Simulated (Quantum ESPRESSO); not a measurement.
# LiF (Griceite): a mode Grüneisen parameter, worked out

Wanted: a fit of frequency against volume for LiF (Griceite), tested on a run that is left out of it.

Program: Quantum ESPRESSO 7.5. Level of theory: DFT LDA, scalar-relativistic, plane waves, PseudoDojo norm-conserving pseudopotentials. Results are calculated unless marked as measured.

## 1. Set-up

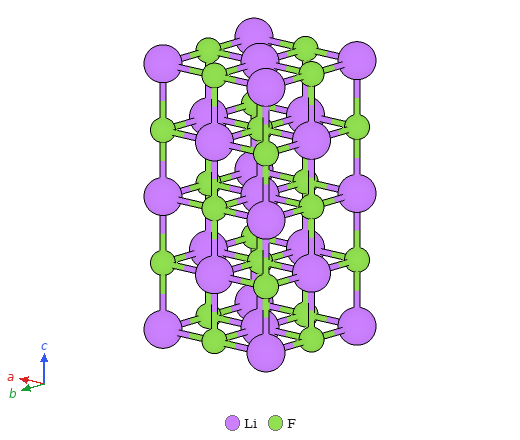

The cell as given, from a free direction (lithium purple, fluorine green). 1×1×2 cells are drawn. This picture shows the conventional cell, with its axes. Some periodic images of atoms are drawn too.

Coordinates:

```
Li F
1.0
    -1.95246    0.00000    1.95246
     0.00000    1.95246    1.95246
    -1.95246    1.95246    0.00000
Li F
1 1
Cartesian
  0.0000 0.0000 0.0000
  -1.9525 1.9525 1.9525
```

This is the cell after its relaxation at this level of theory, not the database cell from which that began.

## 2. Runs at several volumes

The relaxed cell is scaled uniformly; in this structure symmetry fixes all atoms, so nothing has to be relaxed anew. Each volume gets a ground state and a response at Γ. The mode followed is the highest one without the macroscopic field, of symmetry T1u; longitudinal polar modes lie higher. Cutoff 92 Ry, k mesh 12×12×12.

From the response at V/V₀ = 0.97:

The log of the run:

```text
[banners, grids, parts of the stress and lines that vanish by symmetry left out]
Program PHONON v.7.5
     Reading xml data from directory:

[...]
Exchange-correlation= PW
                           (   1   4   0   0   0   0   0)
[...]
kinetic-energy cut-off    =      92.0000  Ry
     charge density cut-off    =     368.0000  Ry
     convergence threshold     =      1.0E-18
[...]
Exchange-correlation= PW
                           (   1   4   0   0   0   0   0)
[...]
q = (   0.0000000   0.0000000   0.0000000 )
     49 Sym.Ops. (with q -> -q+G )
     G cutoff =  248.6911  (  11575 G-vectors)     FFT grid: ( 32, 32, 32)
     number of k points=    72
[...]
Mode symmetry, O_h (m-3m)  point group:
[...]
Dielectric constant
[...]
End of electric fields calculation
          Dielectric constant in cartesian axis
          (       2.122873015       0.000000000      -0.000000000 )
          (       0.000000000       2.122873015       0.000000000 )
          (      -0.000000000       0.000000000       2.122873015 )
          Effective charges (d Force / dE) in cartesian axis without acoustic sum rule applied (asr)
           atom    1  Li    Mean Z*:        1.03848
      Ex  (        1.03848        0.00000        0.00000 )
      Ey  (        0.00000        1.03848       -0.00000 )
      Ez  (        0.00000       -0.00000        1.03848 )
           atom    2  F     Mean Z*:       -1.03845
      Ex  (       -1.03845       -0.00000       -0.00000 )
      Ey  (       -0.00000       -1.03845       -0.00000 )
      Ez  (        0.00000       -0.00000       -1.03845 )
          Effective charges Sum: Mean:        0.00003
[...]
Effective charges (d Force / dE) in cartesian axis with asr applied:
           atom    1  Li    Mean Z*:        1.03846
[...]
atom    2  F     Mean Z*:       -1.03846
[...]
Representation #   1 modes #   1   2   3
[...]
End of self-consistent calculation
     Convergence has been achieved
     Representation #   2 modes #   4   5   6
[...]
End of self-consistent calculation
     Convergence has been achieved
[...]
Dielectric constant in cartesian axis
          (       2.122873015       0.000000000      -0.000000000 )
          (       0.000000000       2.122873015       0.000000000 )
          (      -0.000000000       0.000000000       2.122873015 )
          Effective charges (d Force / dE) in cartesian axis without acoustic sum rule applied (asr)
           atom    1  Li    Mean Z*:        1.03848
      Ex  (        1.03848        0.00000        0.00000 )
      Ey  (        0.00000        1.03848       -0.00000 )
      Ez  (        0.00000       -0.00000        1.03848 )
           atom    2  F     Mean Z*:       -1.03845
      Ex  (       -1.03845       -0.00000       -0.00000 )
      Ey  (       -0.00000       -1.03845       -0.00000 )
      Ez  (        0.00000       -0.00000       -1.03845 )
          Effective charges Sum: Mean:        0.00003
[...]
Effective charges (d Force / dE) in cartesian axis with asr applied:
           atom    1  Li    Mean Z*:        1.03846
[...]
atom    2  F     Mean Z*:       -1.03846
[...]
q = (    0.000000000   0.000000000   0.000000000 )
[...]
freq (    1) =       0.059807 [THz] =       1.994933 [cm-1]
     freq (    2) =       0.059807 [THz] =       1.994933 [cm-1]
     freq (    3) =       0.059807 [THz] =       1.994933 [cm-1]
     freq (    4) =      11.098715 [THz] =     370.213293 [cm-1]
     freq (    5) =      11.098715 [THz] =     370.213293 [cm-1]
     freq (    6) =      11.098715 [THz] =     370.213293 [cm-1]
[...]
Mode symmetry, O_h (m-3m)  point group:
     freq (   1-   3) =          2.0  [cm-1]   --> T_1u G_15  G_4- I
     freq (   4-   6) =        370.2  [cm-1]   --> T_1u G_15  G_4- I

   JOB DONE.
```

One volume, V/V₀ = 1, is held back as a test.

```
V/V₀  volume (Å³/atom)  pressure (GPa)   ω (cm⁻¹)
0.97             7.220            2.82     370.21
   1             7.443           -0.01  held back
1.03             7.666           -2.43     316.50
```

## 3. The fit

The mode Grüneisen parameter is γ = −d ln ω / d ln V.

```
ln(V/V₀)    ln ω
 -0.0305  5.9141
  0.0296  5.7573
```

A straight line through these points has the slope -2.612, so γ = 2.61; at V/V₀ = 1 it predicts ω = exp(5.8345 + 0.0000) = 341.90 cm⁻¹.

A parabola of pressure against ln V through V/V₀ = 0.97, 1 and 1.03 gives the bulk modulus B = −dP/d ln V = 87 GPa at V₀. With ω₀ from the fitted line the pressure coefficient follows as dω/dP = γ ω₀ / B = 2.61 × 341.9 / 87 = 10.2 cm⁻¹/GPa.

## 4. The run that was held back

The log of the run:

```text
[banners, grids, parts of the stress and lines that vanish by symmetry left out]
[banner, memory and clock lines left out]
Program PHONON v.7.5

[...]
Exchange-correlation= PW
                           (   1   4   0   0   0   0   0)
[...]
(   8 q-points):
[...]
kinetic-energy cut-off    =      92.0000  Ry
     charge density cut-off    =     368.0000  Ry
     convergence threshold     =      1.0E-18
[...]
Exchange-correlation= PW
                           (   1   4   0   0   0   0   0)
[...]
q = (   0.0000000   0.0000000   0.0000000 )
     49 Sym.Ops. (with q -> -q+G )
     G cutoff =  253.7927  (  12039 G-vectors)     FFT grid: ( 32, 32, 32)
     number of k points=    72
[...]
Mode symmetry, O_h (m-3m)  point group:
[...]
Dielectric constant
[...]
End of electric fields calculation
          Dielectric constant in cartesian axis
          (       2.113800294      -0.000000000      -0.000000000 )
          (      -0.000000000       2.113800294      -0.000000000 )
          (      -0.000000000      -0.000000000       2.113800294 )
          Effective charges (d Force / dE) in cartesian axis without acoustic sum rule applied (asr)
           atom    1  Li    Mean Z*:        1.04181
      Ex  (        1.04181       -0.00000        0.00000 )
      Ey  (        0.00000        1.04181       -0.00000 )
      Ez  (       -0.00000       -0.00000        1.04181 )
           atom    2  F     Mean Z*:       -1.04178
      Ex  (       -1.04178        0.00000       -0.00000 )
      Ey  (        0.00000       -1.04178        0.00000 )
[...]
Convergence has been achieved
[...]
Convergence has been achieved
[...]
Convergence has been achieved
[...]
q = (    0.000000000  -0.707106781   0.000000000 )
[...]
freq (    5) =      11.387978 [THz] =     379.862056 [cm-1]
     freq (    6) =      14.537834 [THz] =     484.929955 [cm-1]
[...]
Mode symmetry, D_4h(4/mmm) point group:
     freq (   1-   2) =        253.0  [cm-1]   --> E_u  X_5' M_5'
     freq (   3-   3) =        376.7  [cm-1]   --> A_2u X_4' M_4'
     freq (   4-   5) =        379.9  [cm-1]   --> E_u  X_5' M_5'
     freq (   6-   6) =        484.9  [cm-1]   --> A_2u X_4' M_4'
[...]
Mode symmetry, D_2d (-42m) point group:
[...]
Representation #   1 mode #   1
[...]
Convergence has been achieved
     Representation #   2 mode #   2
[...]
Convergence has been achieved
     Representation #   3 modes #   3   4
[...]
End of self-consistent calculation
     Convergence has been achieved
     Representation #   4 modes #   5   6
[...]
End of self-consistent calculation
     Convergence has been achieved
[...]
q = (   -0.353553391  -0.707106781   0.000000000 )
[...]
freq (    1) =       8.708387 [THz] =     290.480529 [cm-1]
     freq (    2) =      10.010874 [THz] =     333.926812 [cm-1]
     freq (    3) =      10.010874 [THz] =     333.926812 [cm-1]
     freq (    4) =      11.971539 [THz] =     399.327570 [cm-1]
     freq (    5) =      12.844448 [THz] =     428.444680 [cm-1]
     freq (    6) =      12.844448 [THz] =     428.444680 [cm-1]
[...]
Mode symmetry, D_2d (-42m) point group:
     freq (   1-   1) =        290.5  [cm-1]   --> A_1  X_1  W_1
     freq (   2-   3) =        333.9  [cm-1]   --> E    X_5  W_3
     freq (   4-   4) =        399.3  [cm-1]   --> B_2  X_3  W_2
     freq (   5-   6) =        428.4  [cm-1]   --> E    X_5  W_3
```

It gives 342.87 cm⁻¹ against the predicted 341.90 cm⁻¹, a miss of 1.0 cm⁻¹.

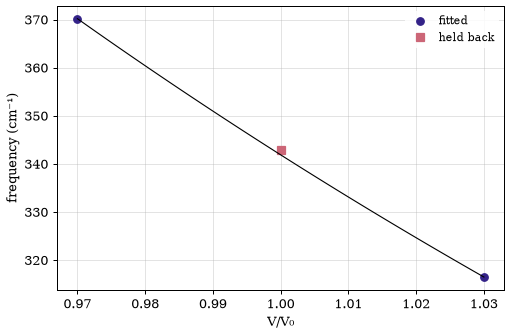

Frequency against volume, with the power-law fit.

## 5. Summary of results

```
mode Grüneisen parameter : 2.612
bulk modulus             : 87.3 GPa
pressure coefficient     : 10.2 cm⁻¹/GPa
```

In words: The highest optical mode of LiF (Griceite) without the LO-TO term stiffens by 10.2 cm⁻¹ a GPa near the relaxed volume, with γ = 2.61. The power law meets all 3 runs within 0.29 %; between neighbouring volumes γ runs from 2.52 to 2.71. Such a coefficient turns a measured shift of this mode into a hydrostatic stress; uniaxial or biaxial stress splits the mode and needs deformation potentials. These are harmonic values at zero temperature for the structure held cubic, which a run at Γ can't show to be stable; the bulk modulus rests on three points.

[Host names and launcher messages were left out of these logs when they were recorded.]

[Logs are printed without paths, hosts, clocks, repeated set-up lines and the standing remarks that a program may print on its own settings, such as how far it seeks lower states.]

[Hosts, paths, dates, database ids (printed as entryN), source tags and the programs' standing remarks are cut or masked in the printed files.]
